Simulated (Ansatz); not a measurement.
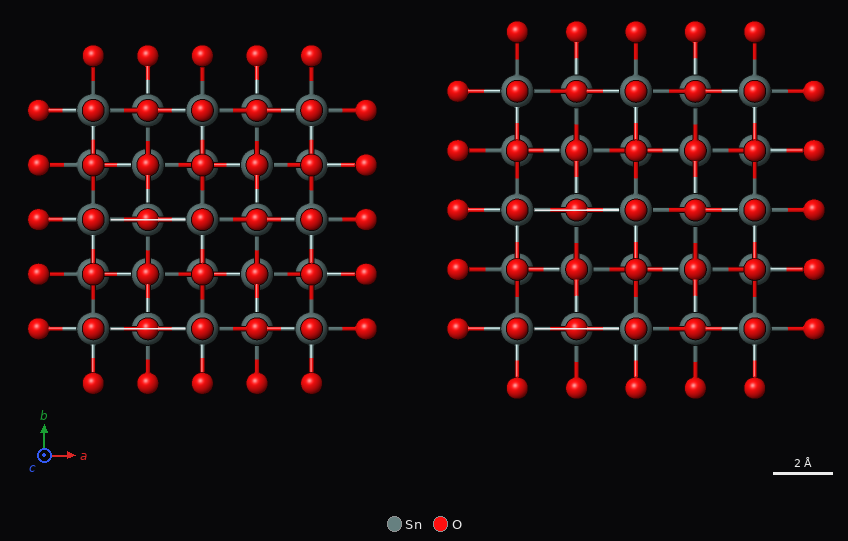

Two geometries of a crystal of SnO$_{2}$ (a generated structure, set up in I4_1/amd) (coarse preliminary run), drawn at one scale. One is the start of a relaxation, the other its converged end. The picture is a ball-and-stick view of the conventional cell (2 times the calculation's cell), repeated 2 × 2 × 1 with one cell outlined, seen along the c axis. Lengths and directions refer to the drawn axes.

These are results of DFT PBE, scalar-relativistic, plane waves, PAW in Ansatz 0.2.0, not measurements. Settings: plane-wave cutoff 420 eV; k-point mesh 8 × 8 × 8; occupations gaussian; smearing width 0.1 eV; no spin polarisation; cell and atoms relaxed; force threshold 0.05 eV/Å; at most 60 steps.

Question: Which of the two is the end point?

Answer: The right one is the relaxed one. Case: Zr → Sn on all its sites, cell and atoms relaxed. Over 6 accepted moves (8 points after the start) the energy falls by 2.286 eV per cell of the calculation. Largest force component: 0.93 eV/Å at the start, 0.0056 eV/Å at the end. The pressure goes from 54.74 to 0.01 GPa. The SCF was repeated twice at an unchanged geometry on a basis and grid sized afresh for the cell, which shifted the energy by 0.188 eV per cell of the calculation at most. The largest moves relative to the cell, 0.012 Å, are those of O atoms. Sn stays in place. Cell: a = b 3.724 → 4.051 Å (+8.8 %), c 9.941 → 10.370 Å (+4.3 %). Volume +23.4 %. Some distances before and after: O–Sn 1.924 → 2.085 Å, O–Sn 2.000 → 2.099 Å. The space group stays I4_1/amd (No. 141).
